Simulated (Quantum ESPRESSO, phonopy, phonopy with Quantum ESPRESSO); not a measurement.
# Grüneisen parameters and expansion of SiC (F-43m)

Wanted: mode Grüneisen parameters of SiC and a free-energy fit over volumes.

Calculated with Quantum ESPRESSO 7.5; DFT LDA, scalar-relativistic, plane waves, GBRV ultrasoft pseudopotentials.

### Step 1. The structure

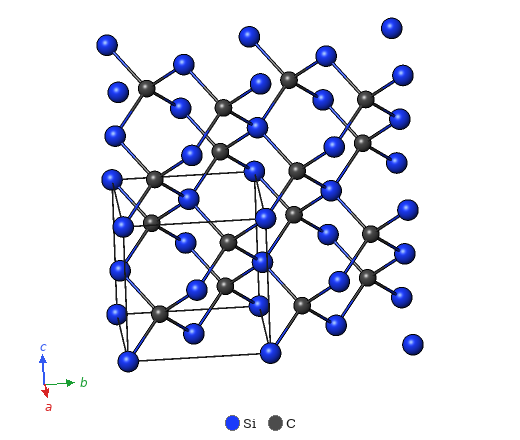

Start, viewed slightly off an axis; silicon blue, carbon dark grey. 1×2×2 cells are drawn. This picture shows the conventional cell, with its axes. Bonds to atoms that aren't drawn are left out. Some periodic images of atoms are drawn too.

Coordinates:

```cif
data_structure
_symmetry_space_group_name_H-M 'F-43m'
_symmetry_Int_Tables_number 216
_cell_length_a 4.3580
_cell_length_b 4.3580
_cell_length_c 4.3580
_cell_angle_alpha 90.000
_cell_angle_beta 90.000
_cell_angle_gamma 90.000
_cell_volume 82.77
loop_
_atom_site_label
_atom_site_type_symbol
_atom_site_symmetry_multiplicity
_atom_site_Wyckoff_symbol
_atom_site_fract_x
_atom_site_fract_y
_atom_site_fract_z
_atom_site_occupancy
Si1 Si 4 a 0.00000 0.00000 0.00000 1
C1 C 4 d 0.25000 0.25000 0.75000 1
```

### Step 2. A first coarse run

A cheap single point shows whether the cell is a metal or an insulator and how far it is from rest; that sets the k-mesh and the occupations of what follows.

The input, probe.in:

```
&control
   calculation = 'scf'
   prefix = 'x'
   outdir = './tmp'
   pseudo_dir = './pseudo'
   tprnfor = .true.
   tstress = .true.
   verbosity = 'high'
/
&system
   ibrav = 0
   nat = 2
   ntyp = 2
   ecutwfc = 45.0
   ecutrho = 270.0
   occupations = 'smearing'
   smearing = 'gaussian'
   degauss = 0.01
/
&electrons
   conv_thr = 1.0d-07
   mixing_beta = 0.7
   electron_maxstep = 100
/
ATOMIC_SPECIES
 Si     28.0850  Si.upf
 C      12.0110  C.upf
CELL_PARAMETERS angstrom
     0.000000000    2.179000000    2.179000000
     2.179000000    0.000000000    2.179000000
     2.179000000    2.179000000    0.000000000
ATOMIC_POSITIONS crystal
 Si     0.000000000   0.000000000   0.000000000
 C      0.250000000   0.250000000   0.250000000
K_POINTS automatic
 8 8 8 0 0 0
```

The run is started by

```bash
> OMP_NUM_THREADS=1 mpirun -n 8 pw.x -nk 8 -in probe.in > probe.out
```

The runs that follow: relaxation; self-consistent run; born charges and dielectric tensor; forces on a displaced cell; A displaced supercell; phonons, V/V0 1; ground state at this cell, V/V0 1.015; zone-centre response; lattice dynamics at this volume, V/V0 1.015; ground state at this cell, V/V0 0.985; phonons, V/V0 0.985; self-consistent run, V/V0 1.03; lattice dynamics at this volume, V/V0 1.03; ground state at this cell, V/V0 0.97; lattice dynamics at this volume, V/V0 0.97; ground state at this cell, V/V0 1.05; phonons, V/V0 1.05; mode Grüneisen parameters; free-energy fit. Settings of the main run: cutoff 45 Ry, 9×9×9 k-mesh, fixed occupations, 3×3×3 supercell, supercell k mesh 3×3×3, displacement 0.02 Å.

Q: Predict the volume expansion coefficient at 300 K and isothermal bulk modulus at 300 K.

Near room temperature SiC expands by 6.84 × 10⁻⁶/K in volume by LDA, with C_P = 13.6 J/(mol K) per mole of atoms and B_T = 223 GPa. C_P at room temperature is 54 % of the classical 3R an atom, so the stiffest modes are still partly frozen out. The heat-capacity-weighted Grüneisen parameter goes from 0.111 at 50 K to 0.837 at 800 K; 5 % of the modes stiffen on expansion.

```
volume expansion coefficient at 300 K  : 6.84 1e-6/K
isothermal bulk modulus at 300 K       : 223.3 GPa
C_P at 300 K                           : 13.56 J/mol-atom/K
Grüneisen parameter at 300 K           : 0.694
mean mode Grüneisen parameter at 300 K : 0.679
```

Weighting γ by the density of states and each mode's heat capacity at 300 K, modes below 330 cm⁻¹ give about 7 % of the sum of γC that drives the expansion, those up to 650 cm⁻¹ 37 % and the rest 56 %. Among the labelled points γ is largest for branch 5 at W (777 cm⁻¹, 1.4) and most negative for branch 1 at L (268 cm⁻¹, -0.04). The printed pressures lie 0.11 GPa below −dE/dV of the same runs on average, in a series that spans 18 GPa: energy and stress disagree, as they do when the basis is incomplete, so the pressures are not converged. The supercell is 7.6 Å across at its narrowest and was not tested against a larger one: only its own wavevectors are exact, and acoustic branches between them, with the entropy at low temperature, can be off.

[Logs are printed without paths, hosts, clocks, repeated set-up lines and the standing remarks that a program may print on its own settings, such as how far it seeks lower states.]

[Hosts, paths, dates, database ids (printed as entryN), source tags and the programs' standing remarks are cut or masked in the printed files.]

[A step with changed settings may run another functional than the one named; its input shows which.]

[Of the runs on displaced cells, only some may be shown.]
